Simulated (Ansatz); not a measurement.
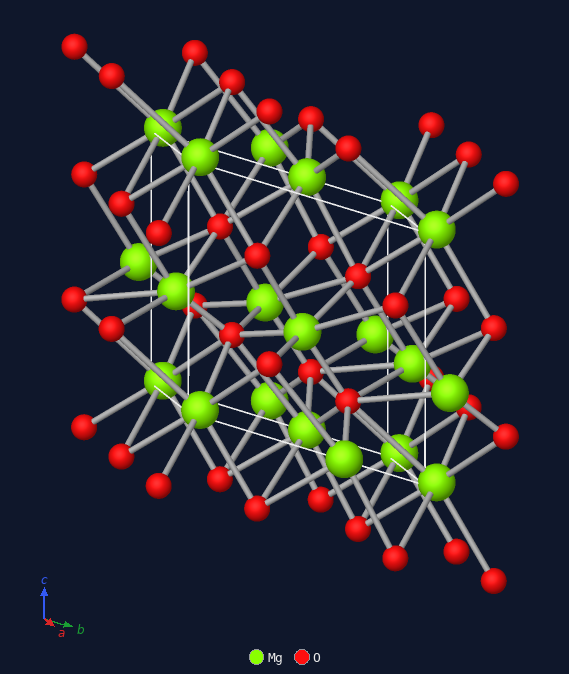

Ball-and-stick drawing of the structure, looking slightly off an axis. Lines trace the edges of the simulation cell. Every bond is drawn to its end, so some atoms lie outside the box.

```
CELL_PARAMETERS angstrom
-2.15102 0.00235 2.15402
2.15924 -4.31410 2.15755
2.14227 4.30182 2.14997
ATOMIC_POSITIONS crystal
Mg 0.00094 0.04905 0.02530
Mg 0.99067 0.48326 0.45765
Mg 0.52375 0.02253 0.43160
Mg 0.52623 0.57569 0.04229
O 0.09649 0.27546 0.71132
O 0.97473 0.67926 0.23726
O 0.49691 0.26337 0.32519
O 0.58789 0.78183 0.71662
```

Computational set-up: DFT, PAW plane waves, m-r2SCAN (Ansatz), plane waves up to 500 eV, a 6×4×4 grid in reciprocal space, Fermi-Dirac smearing of 0.1 eV, no spin polarisation. The pressure of the cell is 19 GPa.

Question: What does a Bader analysis give?

Answer: Mg +1.71 to +1.74 e; O -1.75 to -1.69 e.

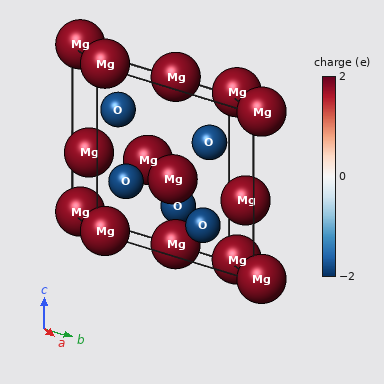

The atoms coloured by those charges.

Origin: a known structure type with the cell strained and the atoms shaken on purpose; unrelaxed. Ansatz was used for an electronic-structure calculation on it.

At this level of theory the cell isn't at rest (compressed, at 19 GPa and forces up to 14.5 eV/Å), so its distances can differ from those at equilibrium, the more so the softer the solid.
